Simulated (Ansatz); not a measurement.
**Energy of GaSb along a strain of the cell**

System: GaSb (I-4m2, 2 atoms in the cell).
Method: DFT PBE, scalar-relativistic, plane waves, PAW, no spin polarisation (Ansatz 0.2.0).

The 6 runs differ only in the geometry, by a strain of the cell at fixed fractional positions. Against run 3, the strain is εxx = η and εyy = η. The structure derives from a Materials Project entry.

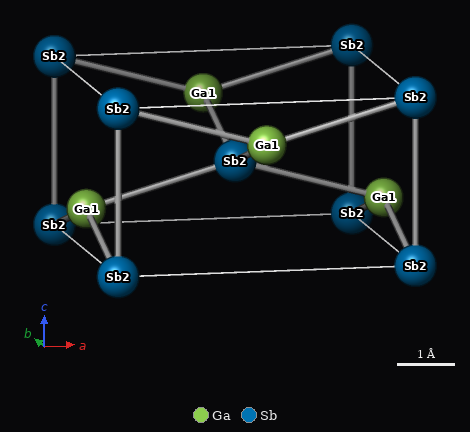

Figure 1. The structure of run 3 (ball-and-stick view of the cell 2 times as large as that of the calculation, set on its symmetry axes, seen slightly off an axis; atoms are numbered from 1 in the order of the input).

**Input of run 3**
```yaml
crystal:
  lattice:
    - [-2.7012, 2.7012, 1.51785]
    - [2.7012, -2.7012, 1.51785]
    - [2.7012, 2.7012, -1.51785]
  atoms:
    - { symbol: Ga, position: [0.25, 0.75, 0.5] }
    - { symbol: Sb, position: [0.0, 0.0, 0.0] }
basis:
  ecutwfc: 420
kpoints:
  mp_grid: { grid: [16, 16, 16] }
hamiltonian:
  xc: pbe
scf:
  occupations: { method: gaussian, width: 0.15 }
output:
  forces: true
  stress: true
  eigenvalues: true
```

Command:
```bash
ansatz run input.yaml --threads 1 --pin off --max-ram 2048MiB --backend cpu --events-out ev --progress --plain --runs-dir out
```

Run 4 differs from it as follows:
```diff
-    - [-2.7012, 2.7012, 1.51785]
-    - [2.7012, -2.7012, 1.51785]
-    - [2.7012, 2.7012, -1.51785]
+    - [-2.7657340133, 2.7657340133, 1.51785]
+    - [2.7657340133, -2.7657340133, 1.51785]
+    - [2.7657340133, 2.7657340133, -1.51785]
```

**Results, with one run withheld**

| run | strain parameter η (%) | free energy per atom, from the lowest run given (meV) | pressure (GPa) |
| --- | --- | --- | --- |
| 1 | −4.7775 | 140.27 | 15.22 |
| 2 | −2.3897 | 54.70 | 9.74 |
| 3 | 0.0000 | 4.78 | 5.53 |
| 4 | 2.3891 | ? | ? |
| 5 | 7.1672 | 0.00 | −2.12 |
| 6 | 9.5569 | 31.62 | −3.53 |

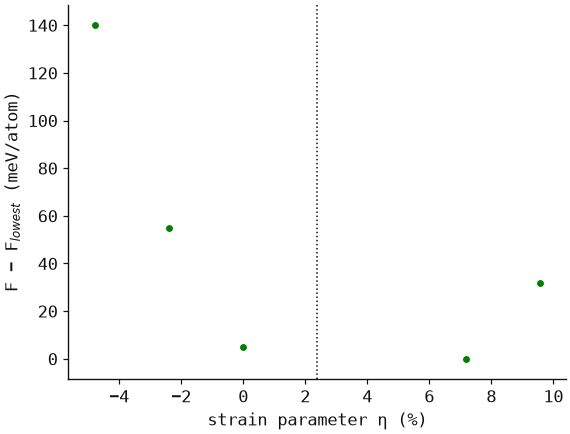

Figure 2. Free energy per atom of the runs given; the dotted line marks run 4.

Fit the runs given and predict run 4.

A cubic polynomial in the coordinate, fitted to the 5 runs given, misses them by at most 0.69 meV per atom. With x = η − 1.9114, it reads F = −16.05 − 6.311 x + 2.1224 x² − 0.06322 x³ (meV per atom). At run 4 it gives −18.59 meV per atom, and the run itself gives −17.15. The fit has its minimum at η = 3.5127 %. So low a polynomial doesn't follow these energies more closely.

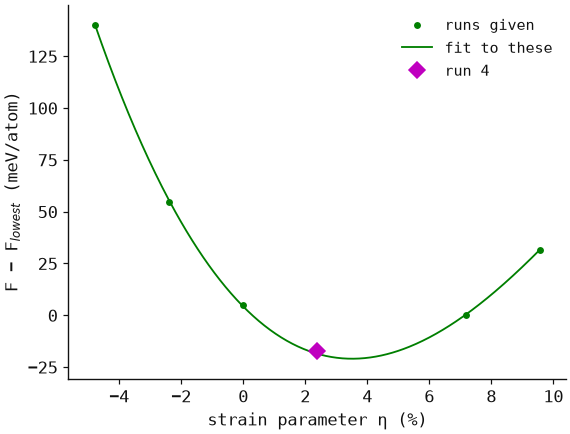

Figure 3. The fit and the withheld run.

**Output, shortened to warnings, some set-up lines, iterations and results (run 4)**
```
Basis set: ecut = 420 eV, 893 PW (Γ), exchange–correlation on 60×60×60 points (8 copies of the dense FFT grid, shifted against one another)
Symmetry: 8 space group operations
k-points: 349 of 4096 (time reversal used)
Initial density: superposition of atomic densities (neutral atoms: chi_scale 0, normalization atom), corrected by the library's trained network
[...]
SCF iter   1: F=—  HF=-10267.433110 eV  |F-HF|=—  |Δ(HF+E_count)|=         —  Δρ=1.39e-3  dr2=7.80e-4  ethr=1.77e-3  ⟨swp⟩=5.2  Hψ=29930  notcnv=0
SCF iter   2: F=—  HF=-10267.432214 eV  |F-HF|=—  |Δ(HF+E_count)|=   8.96e-4  Δρ=8.94e-4  dr2=3.98e-4  ethr=2.79e-6  ⟨swp⟩=2.0  Hψ=12680  notcnv=0
SCF iter   3: F=—  HF=-10267.432248 eV  |F-HF|=—  |Δ(HF+E_count)|=   3.38e-5  Δρ=4.40e-4  dr2=4.66e-5  ethr=1.42e-6  ⟨swp⟩=2.0  Hψ=11145  notcnv=0
SCF iter   4: F=—  HF=-10267.432215 eV  |F-HF|=—  |Δ(HF+E_count)|=   3.36e-5  Δρ=2.02e-4  dr2=1.04e-5  ethr=1.66e-7  ⟨swp⟩=2.5  Hψ=10742  notcnv=0
SCF iter   5: F=—  HF=-10267.432209 eV  |F-HF|=—  |Δ(HF+E_count)|=   5.78e-6  Δρ=1.17e-4  dr2=3.16e-6  ethr=3.72e-8  ⟨swp⟩=2.0  Hψ=10306  notcnv=0
SCF iter   6: F=-10267.432207 eV  HF=-10267.432207 eV  |F-HF|=2.57e-8  |Δ(HF+E_count)|=   1.86e-6  Δρ=1.49e-5  dr2=8.29e-8  ethr=3.57e-10  ⟨swp⟩=4.4  Hψ=29991  notcnv=0
SCF 1 converged in 6 iterations: F = -10267.432207 eV  dr2 = 8.29e-8
SCF converged after 6 iterations
Free energy (F): -10267.432207 eV
Harris-Foulkes:  -10267.432207 eV  (|F-HF|=2.57e-8)
Internal energy: -10267.423259 eV  (E = F + TS)
E sigma→0 (E₀):  -10267.427733 eV
Entropy (-TS):   -0.008948 eV (-4.474 meV/atom)
Fermi energy:    10.531437 eV
--- Per-component energies (eV) ---
  E_band       = -184.040042
  E_kinetic    = 322.298925
  E_local      = -3304.223900  (includes V_loc(G=0)·N_el)
  E_nonlocal   = 785.200481
  E_hartree    = 1534.619862
  E_xc         = -207.988070
  E_vxc        = -154.690392  (∫ρ·V_xc dr)
  E_paw        = -6561.927139  (= ΣΔE_a)
  E_vpaw       = -901.869254  (= ΣTr[D̂ρ^β])
  E_aug_tail   = -0.000102  (compensation charges beyond the density's cutoff)
  E_ewald      = -2835.403315
  E_smearing   = -0.008948  (= −TS)
  E_closure    = -0.000000  (closes the sum)
  Σ components = -10267.432207   (vs F -10267.432207, Δ=0.00e0)
--- Forces (eV/Å), atoms counted from 1 ---
  atom   1  Ga     0.00000000     0.00000000     0.00000000
  atom   2  Sb    -0.00000000     0.00000000     0.00000000
  max |Σ_I F_I| component: 5.55e-17 eV/Å
--- Stress (GPa, compression-positive) ---
        1.505437       0.000000       0.000000
        0.000000       1.505437       0.000000
        0.000000       0.000000       3.826327
  P = ⅓ Tr σ = 2.2791 GPa (22.791 kbar)
```
